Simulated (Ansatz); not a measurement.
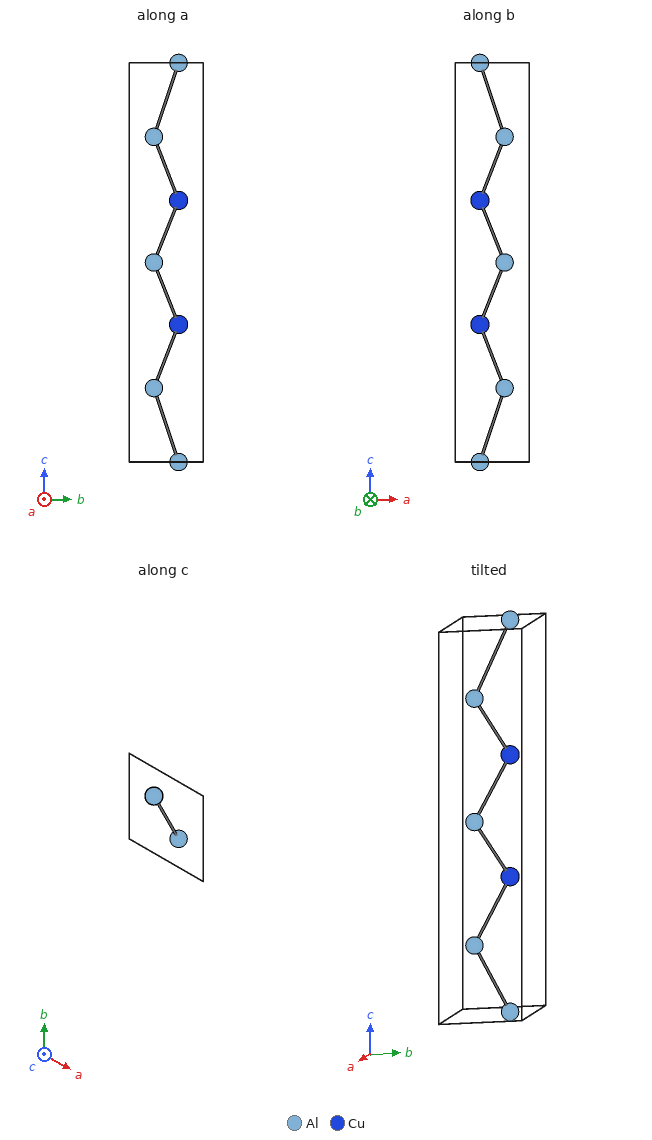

An orthographic ball-and-stick view of the structure, along the a axis, along the b axis, along the c axis and slightly off an axis. The box is the conventional unit cell; atoms on or close to its faces, edges and corners are drawn wherever they repeat.

Lattice parameters: a = 2.7952 Å, b = 2.7952 Å, c = 13.0496 Å, α = 90.000°, β = 90.000°, γ = 120.000°.

Write down what is shown as a CIF in P1 with every atom of the cell, with free fractional coordinates to two decimals.

Answer.
```cif
data_structure
_symmetry_space_group_name_H-M 'P 1'
_symmetry_Int_Tables_number 1
_cell_length_a 2.7952
_cell_length_b 2.7952
_cell_length_c 13.0496
_cell_angle_alpha 90.000
_cell_angle_beta 90.000
_cell_angle_gamma 120.000
_cell_volume 88.30
loop_
_atom_site_label
_atom_site_type_symbol
_atom_site_fract_x
_atom_site_fract_y
_atom_site_fract_z
_atom_site_occupancy
Al1 Al 0.3333 0.6667 0.00 1
Al2 Al 0.6667 0.3333 0.81 1
Al3 Al 0.6667 0.3333 0.19 1
Al4 Al 0.6667 0.3333 0.50 1
Cu1 Cu 0.3333 0.6667 0.66 1
Cu2 Cu 0.3333 0.6667 0.34 1
```

Its origin is a structure type filled with these elements by a generator (whether the compound takes this form wasn't checked). The final geometry of a relaxation with DFT PBE, scalar-relativistic, plane waves, PAW in Ansatz is shown.
